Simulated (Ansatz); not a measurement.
# Al: geometry relaxation

The run: geometry relaxation of Al (Im-3m, 1 atom in the cell). Method and program: DFT PBE, scalar-relativistic, plane waves, PAW, no spin polarisation (Ansatz 0.2.0).

The structure derives from a Materials Project entry. Figures and captions count atoms from 1; the log counts them from 0 in places.

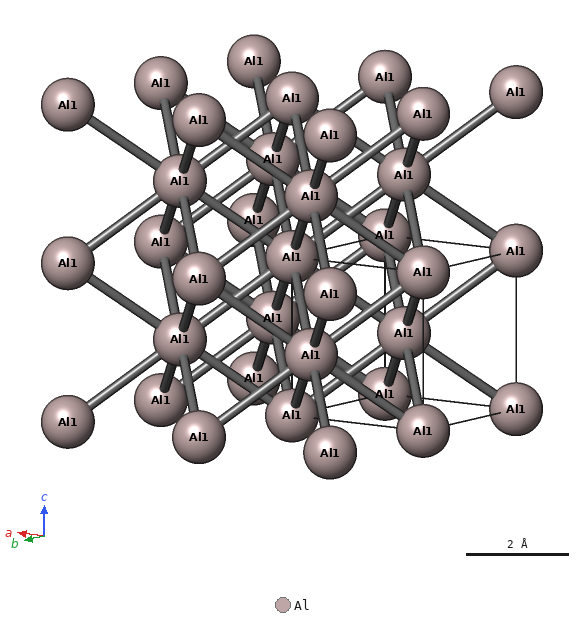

**Figure 1.** The input geometry (ball-and-stick view of the cell 2 times as large as that of the calculation, set on its symmetry axes, repeated 2 × 2 × 2, seen at an oblique angle; atoms are numbered from 1 in the order of the input).

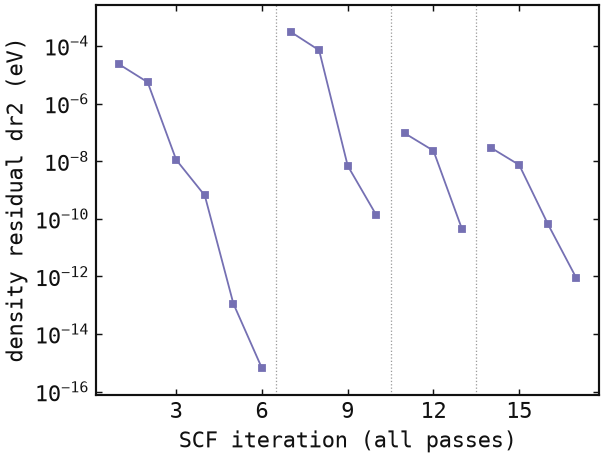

**Figure 2.** Convergence of the self-consistent field: density residual dr2 against the SCF iteration. The dotted lines part the SCF passes of the relaxation: geometry steps, rejected trials and re-solves on a re-selected basis. The passes take 6, 4, 3 and 4 iterations.

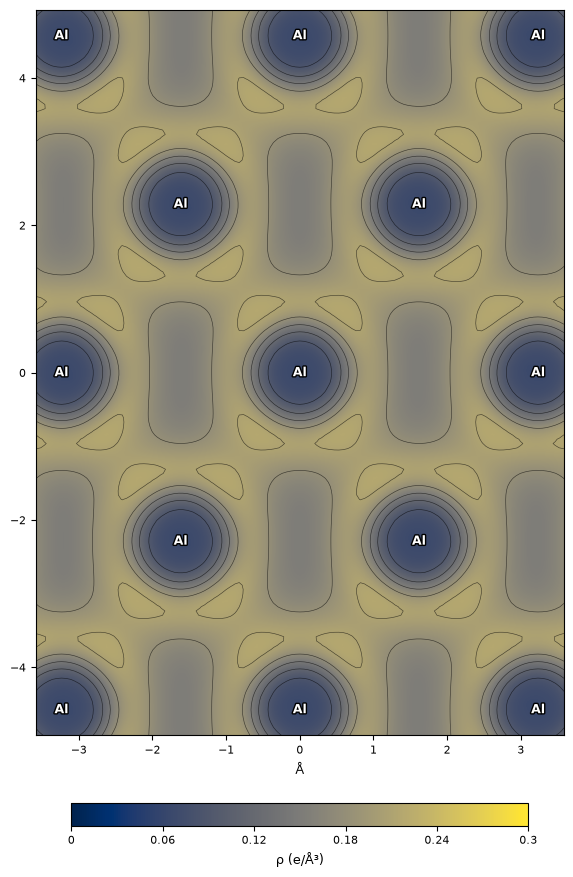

**Figure 3.** Valence electron density on the (011̄) plane of the conventional cell. The plane passes through Al nuclei. Al–Al (2.80 Å): the density is about 0.21 e/Å³ at the midpoint. Away from the nuclei the density in this plane falls to 0.15 e/Å³ at its lowest. Core electrons are frozen (PAW), so the fields are smoothed inside the atomic spheres.

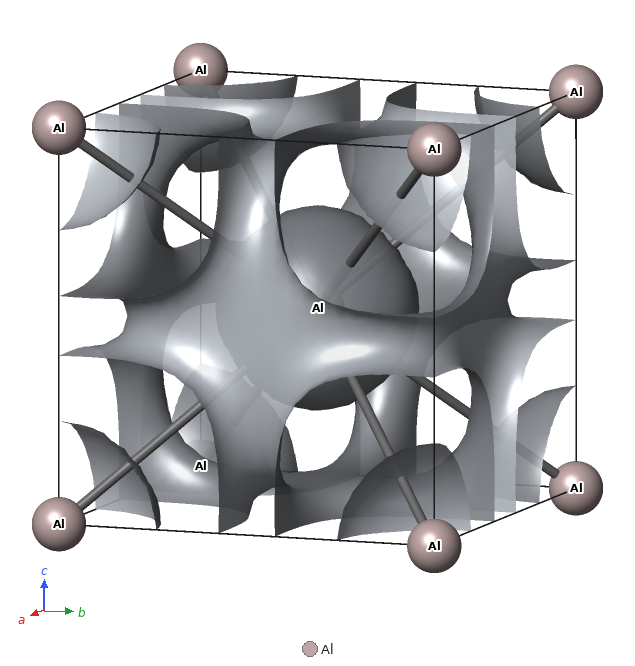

**Figure 4.** Isosurface of the electron localisation function at 0.45 (grey), seen slightly off an axis. Core shells and regions of very low density are left out. Sticks mark near contacts. The outline is the cell set on symmetry axes. Profiles from the grid: Al–Al (2.80 Å): the ELF peaks at about 0.65 between the atoms.

These pictures come from the run below.

### Input
```yaml
crystal:
  lattice:
    - [-1.59121869, 1.59121869, 1.59121869]
    - [1.59121869, -1.59121869, 1.59121869]
    - [1.59121869, 1.59121869, -1.59121869]
  atoms:
    - { symbol: Al, position: [0.0, 0.0, 0.0] }
basis:
  ecutwfc: 420
kpoints:
  mp_grid: { grid: [18, 18, 18] }
hamiltonian:
  xc: pbe
scf:
  occupations: { method: gaussian, width: 0.1 }
output:
  forces: true
  stress: true
  eigenvalues: true
  write_density: true
  write_potential: true
  elf: true
  volumetric_format: npy
relax:
  adjacent_minimum: "off"
  f_tol: 0.005
  max_steps: 80
  cell: { stress_tol: 0.05 }
```

Command:
```bash
ansatz run input.yaml --threads 1 --pin off --max-ram 2048MiB --backend cpu --events-out ev --progress --plain --runs-dir out
```

### The program's output
```
Engine: ansatz 0.2.0, x86_64-unknown-linux-gnu
Pseudopotentials: kind: paw
Pseudopotential: Al, paw, valence charge 3, recommended cutoff 420 eV (normal), Al.paw.azcp
Functional definition: PBE
  parameter kappa = 0.804
  parameter beta = 0.06672455060314922
  exchange = pbe_x(kappa = kappa, mu = beta*pi^2/3)
  correlation = pbe_c(beta = beta)
Crystal: 1 atoms, lattice volume = 16.116 Å³
Basis set: ecut = 420 eV, 321 PW (Γ), exchange–correlation on 40×40×40 points (8 copies of the dense FFT grid, shifted against one another)
Bands: 6, of which v1, the nominal top of the filled ones, is band 2 counted from 1 (1 counted from 0)
Symmetry: 48 space group operations
Space group: Im-3m (ITA 229), of the structure as read, at distance tolerance 2.5e-5 Å
k-points: 195 of 5832
Non-local potential: Al, projectors of the file, l = 0: 2, l = 1: 2, l = 2: 1
PAW form: soft (Blöchl's): semilocal exchange-correlation on the pseudo side does not see the compensation charge
PAW one-centre angular grid: Al, 110 points (default); XC on 64 Gauss nodes
Initial density: superposition of atomic densities (neutral atoms: chi_scale 0, normalization atom), corrected by the library's trained network
Initial wavefunctions: pseudopotential atomic-orbital guess
Functional: x = pbe(κ = 0.804, μ = 0.2195149727645171), c = pbe(β = 0.06672455060314922)
SCF iter   1: F=—  HF=-537.400151 eV  |F-HF|=—  |Δ(HF+E_count)|=         —  Δρ=5.19e-4  dr2=2.31e-5  ethr=1.77e-3  ⟨swp⟩=4.6  Hψ=10189  notcnv=0
preconditioner: auto → none  [metal: Δε(μ)=0.010 eV  Ē_g=13.432 eV  σ=0.100 eV  W_gap=0.06  n_scr=0 (ndim 8)  ℏωp=16.0 eV  f_vac=0.000  D(μ)=0.39/eV (n_scr^D=0)]
SCF iter   2: F=—  HF=-537.400155 eV  |F-HF|=—  |Δ(HF+E_count)|=   4.51e-6  Δρ=2.57e-4  dr2=5.52e-6  ethr=7.69e-7  ⟨swp⟩=1.8  Hψ=2948  notcnv=0
iter 3 did not close the SCF: its close was put off for the readings that it lacked (scf_convergence_deferred on its scf_iter line)
SCF iter   3: F=-537.400159 eV  HF=-537.400159 eV  |F-HF|=2.11e-9  |Δ(HF+E_count)|=   4.13e-6  Δρ=9.71e-6  dr2=1.11e-8  ethr=1.84e-7  ⟨swp⟩=2.0  Hψ=1383  notcnv=0
iter 4 did not close the SCF: its close was put off for the readings that it lacked (scf_convergence_deferred on its scf_iter line)
SCF iter   4: F=-537.400159 eV  HF=-537.400159 eV  |F-HF|=6.81e-10  |Δ(HF+E_count)|=   1.98e-9  Δρ=3.22e-6  dr2=6.42e-10  ethr=3.69e-10  ⟨swp⟩=1.2  Hψ=1130  notcnv=0
iter 5 did not close the SCF: its close was put off for the readings that it lacked (scf_convergence_deferred on its scf_iter line)
SCF iter   5: F=-537.400159 eV  HF=-537.400159 eV  |F-HF|=1.14e-13  |Δ(HF+E_count)|=  7.37e-10  Δρ=5.10e-8  dr2=1.13e-13  ethr=2.14e-11  ⟨swp⟩=2.0  Hψ=1383  notcnv=0
SCF iter   6: F=-537.400159 eV  HF=-537.400159 eV  |F-HF|=2.27e-13  |Δ(HF+E_count)|=  6.82e-13  Δρ=2.43e-9  dr2=6.44e-16  ethr=1.00e-12  ⟨swp⟩=3.5  Hψ=4333  notcnv=0
SCF 1 converged in 6 iterations: F = -537.400159 eV  dr2 = 6.44e-16
  greatest PAW one-centre occupation: 0.463 electrons in one spin orbital (limit 2), on the Al atom at site 0 (counted from 0), in its partial waves of l = 0
relax step   1: F+E_penalty+E_count = -537.40015932 eV  Δ(F+E_penalty+E_count) = +0.000e0 eV  max|allowed force component| = 0.000e0 eV/Å  Δτ_max = 0.0000 Å  P = +3.844 GPa  Ω = 16.116 Å³  (6 SCF iters, accepted)
Crystal: 1 atoms, lattice volume = 16.912 Å³
Initial density: handed on by an earlier stage of this run
Initial wavefunctions: those handed on with the density
iter 1 solved again at ethr=9.34e-6 eV; its pass at ethr=3.10e-3 eV (dr2=2.80e-4 eV) is discarded
SCF iter   1: F=—  HF=-537.409565 eV  |F-HF|=—  |Δ(HF+E_count)|=         —  Δρ=1.25e-3  dr2=3.10e-4  ethr=9.34e-6  ⟨swp⟩=1.9  Hψ=11988  notcnv=0
preconditioner: auto → none  [metal: Δε(μ)=0.076 eV  Ē_g=13.021 eV  σ=0.100 eV  W_gap=0.38  n_scr=0 (ndim 8)  ℏωp=15.6 eV  f_vac=0.000  D(μ)=0.32/eV (n_scr^D=0)]
SCF iter   2: F=—  HF=-537.409306 eV  |F-HF|=—  |Δ(HF+E_count)|=   2.59e-4  Δρ=6.01e-4  dr2=7.09e-5  ethr=9.34e-6  ⟨swp⟩=1.0  Hψ=1170  notcnv=0
SCF iter   3: F=—  HF=-537.409233 eV  |F-HF|=—  |Δ(HF+E_count)|=   7.31e-5  Δρ=8.63e-6  dr2=6.90e-9  ethr=3.33e-9  ⟨swp⟩=6.8  Hψ=7561  notcnv=0
SCF iter   4: F=-537.409233 eV  HF=-537.409233 eV  |F-HF|=2.19e-10  |Δ(HF+E_count)|=   8.01e-9  Δρ=1.23e-6  dr2=1.34e-10  ethr=2.30e-10  ⟨swp⟩=3.2  Hψ=3874  notcnv=0
SCF 2 converged in 4 iterations: F = -537.409233 eV  dr2 = 1.34e-10
relax step   2: F+E_penalty+E_count = -537.40923292 eV  Δ(F+E_penalty+E_count) = -9.074e-3 eV  max|allowed force component| = 0.000e0 eV/Å  Δτ_max = 0.0000 Å  P = +0.070 GPa  Ω = 16.912 Å³  energy of the carried Pulay correction = -3.001e-4 eV  (4 SCF iters, dr2 threshold 1.00e-7 eV, accepted)
Crystal: 1 atoms, lattice volume = 16.928 Å³
iter 1 solved again at ethr=2.76e-9 eV; its pass at ethr=3.10e-3 eV (dr2=8.28e-8 eV) is discarded
SCF iter   1: F=—  HF=-537.409224 eV  |F-HF|=—  |Δ(HF+E_count)|=         —  Δρ=2.18e-5  dr2=9.21e-8  ethr=2.76e-9  ⟨swp⟩=2.4  Hψ=11121  notcnv=0
preconditioner: auto → none  [metal: Δε(μ)=0.076 eV  Ē_g=13.012 eV  σ=0.100 eV  W_gap=0.38  n_scr=0 (ndim 8)  ℏωp=15.6 eV  f_vac=0.000  D(μ)=0.32/eV (n_scr^D=0)]
SCF iter   2: F=—  HF=-537.409231 eV  |F-HF|=—  |Δ(HF+E_count)|=   7.13e-6  Δρ=1.09e-5  dr2=2.30e-8  ethr=2.76e-9  ⟨swp⟩=1.0  Hψ=1170  notcnv=0
SCF iter   3: F=-537.409231 eV  HF=-537.409231 eV  |F-HF|=4.66e-12  |Δ(HF+E_count)|=   2.62e-8  Δρ=5.47e-7  dr2=4.33e-11  ethr=4.12e-10  ⟨swp⟩=5.0  Hψ=2963  notcnv=0
SCF 3 converged in 3 iterations: F = -537.409231 eV  dr2 = 4.33e-11
relax step   3: F+E_penalty+E_count = -537.40923084 eV  Δ(F+E_penalty+E_count) = +2.077e-6 eV  max|allowed force component| = 0.000e0 eV/Å  Δτ_max = 0.0000 Å  P = +0.005 GPa  Ω = 16.928 Å³  energy of the carried Pulay correction = -3.058e-4 eV  (3 SCF iters, dr2 threshold 1.24e-8 eV, accepted)
Initial wavefunctions: pseudopotential atomic-orbital guess (no wavefunctions were taken with the density)
iter 1 solved again at ethr=1.46e-9 eV; its pass at ethr=3.10e-3 eV (dr2=4.37e-8 eV) is discarded
SCF iter   1: F=—  HF=-537.409633 eV  |F-HF|=—  |Δ(HF+E_count)|=         —  Δρ=4.48e-5  dr2=2.96e-8  ethr=1.46e-9  ⟨swp⟩=3.3  Hψ=13902  notcnv=0
SCF iter   2: F=—  HF=-537.409640 eV  |F-HF|=—  |Δ(HF+E_count)|=   7.32e-6  Δρ=2.25e-5  dr2=7.37e-9  ethr=9.87e-10  ⟨swp⟩=1.2  Hψ=1234  notcnv=0
SCF iter   3: F=—  HF=-537.409640 eV  |F-HF|=—  |Δ(HF+E_count)|=   9.20e-8  Δρ=7.98e-7  dr2=6.62e-11  ethr=2.46e-10  ⟨swp⟩=2.0  Hψ=1463  notcnv=0
SCF iter   4: F=-537.409640 eV  HF=-537.409640 eV  |F-HF|=1.14e-12  |Δ(HF+E_count)|=  3.89e-11  Δρ=1.08e-7  dr2=8.65e-13  ethr=1.00e-12  ⟨swp⟩=4.1  Hψ=2890  notcnv=0
SCF 4 converged in 4 iterations: F = -537.409640 eV  dr2 = 8.65e-13
relax step   4: F+E_penalty+E_count = -537.40964014 eV  Δ(F+E_penalty+E_count) = -4.093e-4 eV  max|allowed force component| = 0.000e0 eV/Å  Δτ_max = 0.0000 Å  P = +0.045 GPa  Ω = 16.928 Å³  stress off target by 4.45e-2 GPa  SCF on the basis re-selected at this cell (its energy is not comparable with the rows above)  (4 SCF iters)
basis re-selected at this cell: Δ(F+E_penalty+E_count) = -4.093e-4 eV, ΔP = +0.040 GPa vs the last step (what re-selecting the basis moved, of the pressure what is left beyond the Pulay correction that the steps carried, after the strain that the cell walked since its last selection, with what the two solves' SCF thresholds leave and, on support functions, any second-order correction that the steps lacked; it is no measure of the basis error at this ecutwfc). This SCF's stress stands 4.45e-2 GPa from its target on what of the cell is left free (relax.cell.stress_tol is 5.00e-2 GPa) and its largest allowed force component is 0.00e0 eV/Å (relax.f_tol is 5.00e-3 eV/Å): within both
SCF converged after 4 iterations
Free energy (F): -537.409640 eV
Harris-Foulkes:  -537.409640 eV  (|F-HF|=1.14e-12)
Internal energy: -537.408060 eV  (E = F + TS)
E sigma→0 (E₀):  -537.408850 eV
Entropy (-TS):   -0.001580 eV (-1.580 meV/atom)
Fermi energy:    7.686149 eV
--- Per-component energies (eV) ---
  E_band       = 10.055402
  E_kinetic    = 22.311593
  E_local      = 9.506290  (includes V_loc(G=0)·N_el)
  E_nonlocal   = 10.477158
  E_hartree    = 0.061175
  E_xc         = -39.565068
  E_vxc        = -28.723033  (∫ρ·V_xc dr)
  E_paw        = -467.304298  (= ΣΔE_a)
  E_vpaw       = -3.638955  (= ΣTr[D̂ρ^β])
  E_aug_tail   = -0.000002  (compensation charges beyond the density's cutoff)
  E_ewald      = -72.894908
  E_smearing   = -0.001580  (= −TS)
  E_closure    = -0.000000  (closes the sum)
  Σ components = -537.409640   (vs F -537.409640, Δ=0.00e0)
--- Forces (eV/Å), atoms counted from 1 ---
  atom   1  Al    -0.00000000     0.00000000     0.00000000
  max |Σ_I F_I| component: 3.72e-33 eV/Å
--- Stress (GPa, compression-positive) ---
        0.044506      -0.000000       0.000000
        0.000000       0.044506       0.000000
       -0.000000       0.000000       0.044506
  P = ⅓ Tr σ = 0.0445 GPa (0.445 kbar)
--- Band table (eV; the first three rows and the last of 195) ---
  k-point 0: bands = ["-3.2683", "20.6827", "20.6827", "20.6827", "22.0143", "22.0143"]
  k-point 1: bands = ["-3.1810", "19.5370", "19.9860", "20.3301", "21.6678", "22.5071"]
  k-point 2: bands = ["-2.9194", "17.4611", "19.0090", "19.5435", "20.9069", "22.0080"]
  k-point 194: bands = ["9.5076", "9.5076", "9.5076", "10.6851", "10.6851", "12.9721"]
--- Relaxed structure (3 steps of the walk, 3 accepted, 1 SCFs on fresh bases) ---
  F+E_penalty+E_count = -537.40964014 eV   max|allowed force component| = 0.000e0 eV/Å   (the final SCF, on the basis selected at the relaxed cell)
  cell:  # Å, volume = 16.9278 Å³
    - [-1.6175102400604395, 1.6175102400604395, 1.6175102400604395]
    - [1.6175102400604395, -1.6175102400604395, 1.6175102400604395]
    - [1.6175102400604395, 1.6175102400604395, -1.6175102400604395]
  atoms:
    - { symbol: Al, position: [0.0, 0.0, 0.0] }
```

### Trajectory as extended XYZ (Å, eV, eV/Å), 4 frames, from step=1 to step=4
```
1
Lattice="-1.5912 1.5912 1.5912 1.5912 -1.5912 1.5912 1.5912 1.5912 -1.5912" Properties=species:S:1:pos:R:3:forces:R:3 step=1 energy=-537.40016 pressure_GPa=3.84
Al    0.0000    0.0000    0.0000    0.0000   0.0000   0.0000
1
Lattice="-1.6170 1.6170 1.6170 1.6170 -1.6170 1.6170 1.6170 1.6170 -1.6170" Properties=species:S:1:pos:R:3:forces:R:3 step=2 energy=-537.40923 pressure_GPa=0.07
Al    0.0000    0.0000    0.0000    0.0000   0.0000   0.0000
1
Lattice="-1.6175 1.6175 1.6175 1.6175 -1.6175 1.6175 1.6175 1.6175 -1.6175" Properties=species:S:1:pos:R:3:forces:R:3 step=3 energy=-537.40923 pressure_GPa=0.00
Al    0.0000    0.0000    0.0000    0.0000   0.0000   0.0000
1
Lattice="-1.6175 1.6175 1.6175 1.6175 -1.6175 1.6175 1.6175 1.6175 -1.6175" Properties=species:S:1:pos:R:3:forces:R:3 step=4 energy=-537.40964 pressure_GPa=0.04
Al    0.0000    0.0000    0.0000    0.0000   0.0000   0.0000
```

### Results in brief

| quantity | value |
| --- | --- |
| outcome | converged |
| space group (tolerance 0.01 Å) | Im-3m (229) |
| electrons treated | 3 |
| free energy | −537.4096 eV |
| Fermi energy | 7.686 eV |
| gap on the k-point mesh | none (metallic) |
| pressure | 0.04 GPa |
| final volume | 16.93 Å³ |
| largest force (length of the vector) at the end | under 0.001 eV/Å |
| final cell | a = 2.802 Å, b = 2.802 Å, c = 2.802 Å, α = 109.47°, β = 109.47°, γ = 109.47° |
| hardware | 1 thread of Intel Xeon (Sapphire Rapids), 64 GiB of memory available, shared host |
| wall time | 4.5 s |
| peak memory | 0.35 GiB |
